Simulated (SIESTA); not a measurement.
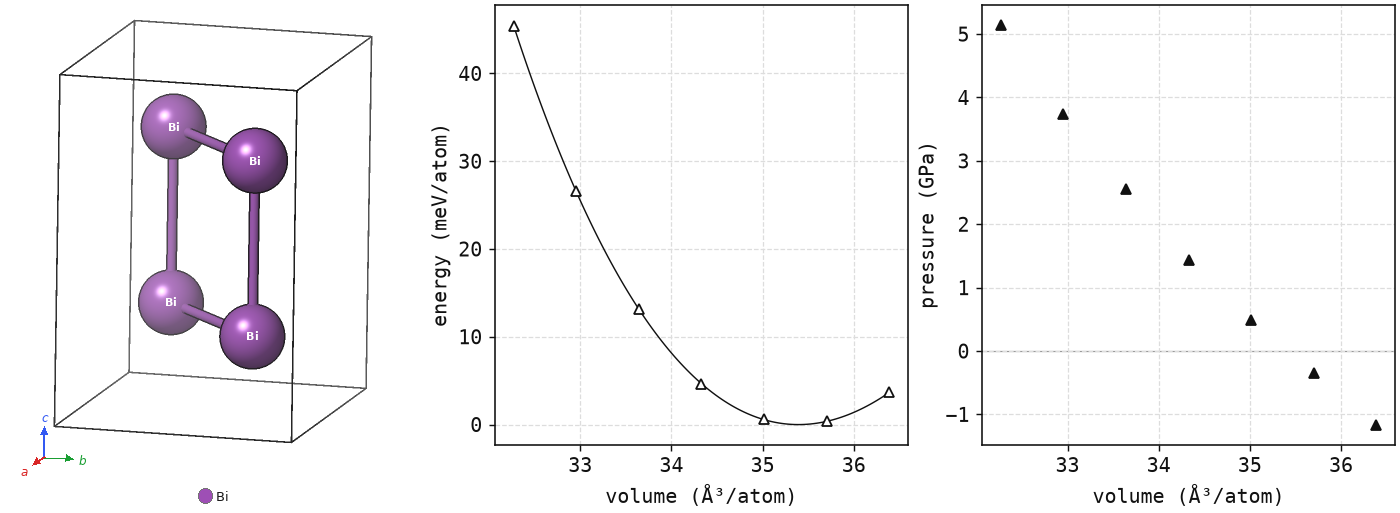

The picture above shows the energy and pressure against volume for Bi, space group P2_1/m (No. 11). The conventional cell is drawn beside the plot.

The given structure:
```cif
data_structure
_symmetry_space_group_name_H-M 'P 1'
_symmetry_Int_Tables_number 1
_cell_length_a 4.6584
_cell_length_b 4.5264
_cell_length_c 6.5211
_cell_angle_alpha 90.000
_cell_angle_beta 93.041
_cell_angle_gamma 90.000
_cell_volume 137.31
loop_
_atom_site_label
_atom_site_type_symbol
_atom_site_fract_x
_atom_site_fract_y
_atom_site_fract_z
_atom_site_occupancy
Bi1 Bi 0.25137 0.25000 0.74873 1
Bi2 Bi 0.74863 0.75000 0.25127 1
Bi3 Bi 0.24989 0.25000 0.24888 1
Bi4 Bi 0.75011 0.75000 0.75112 1
```

Method: DFT in numerical atomic orbitals with pseudopotentials, no spin polarisation; energies at scaled volumes of the given cell, shape and fractions fixed, counted from the fit's minimum, third-order Birch-Murnaghan fit (SIESTA 5.4.2). Level: PBE.

- k mesh: 6×6×4
- occupations: Fermi–Dirac
- smearing width: 0.05 eV
- potentials: PseudoDojo 0.4 standard, converted to PSML, two zetas on semicore shells
- program settings: basis DZP, mesh cutoff 500 Ry

How stiff is the solid, and where is its volume at rest?

A third-order Birch–Murnaghan fit gives V0 = 35.39 Å³/atom, B0 = 44.1 GPa and B′ = 4.9.

How does the pressure vary with volume?

It falls from 5.14 GPa at volume 32.27 Å³/atom to −1.16 GPa at 36.39 Å³/atom, and changes sign near 35.41 Å³/atom.

Note: mulliken charges of long orbitals; spin-orbit coupling left out, heavy elements; shape and atomic fractions are frozen while scaling, which makes layered, chain and framework solids too stiff.

The computed values:

| volume (Å³/atom) | energy (meV/atom) | pressure (GPa) |
| --- | --- | --- |
| 32.27 | 45.46 | 5.14 |
| 32.95 | 26.58 | 3.74 |
| 33.64 | 13.15 | 2.56 |
| 34.33 | 4.65 | 1.44 |
| 35.01 | 0.61 | 0.49 |
| 35.70 | 0.35 | −0.35 |
| 36.39 | 3.65 | −1.16 |
